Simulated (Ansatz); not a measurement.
Cell and atoms:

```
CELL_PARAMETERS angstrom
4.25368 0.00000 0.00000
0.00000 4.25368 0.00000
0.00000 0.00000 4.25368
ATOMIC_POSITIONS crystal
Mg 0.00000 0.00000 0.50000
O 0.50000 0.00000 0.50000
Mg 0.00000 0.50000 0.00000
O 0.50000 0.50000 0.00000
Mg 0.50000 0.00000 0.00000
O 0.00000 0.00000 0.00000
Mg 0.50000 0.50000 0.50000
O 0.00000 0.50000 0.50000
```

> What does this file describe?

The formula is MgO. Its lattice is face-centred cubic, its space group Fm-3m (No. 225). The structure type is rock salt (NaCl type). The cell has 8 atoms, namely 4 Mg, 4 O. Around each Mg lie six O in an octahedral arrangement at 2.13 Å. O sits among six Mg in an octahedral arrangement at 2.13 Å. The bonds build a three-dimensional framework.

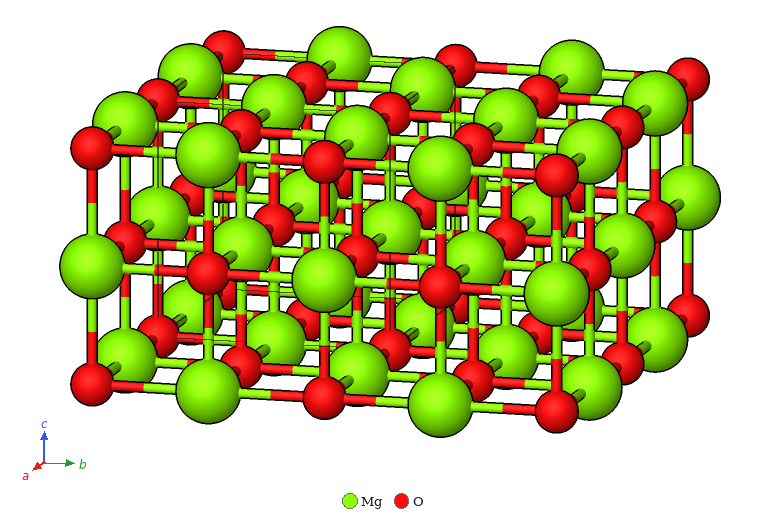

The figure gives a ball-and-stick picture of the atoms, viewed slightly off an axis. The structure is repeated 2×2×1 times; solid lines mark one conventional unit cell. Colours: magnesium green, oxygen red.

Starting structure: a structure listed in the Materials Project. What is shown is the relaxed result from DFT PBE, scalar-relativistic, plane waves, PAW in Ansatz.
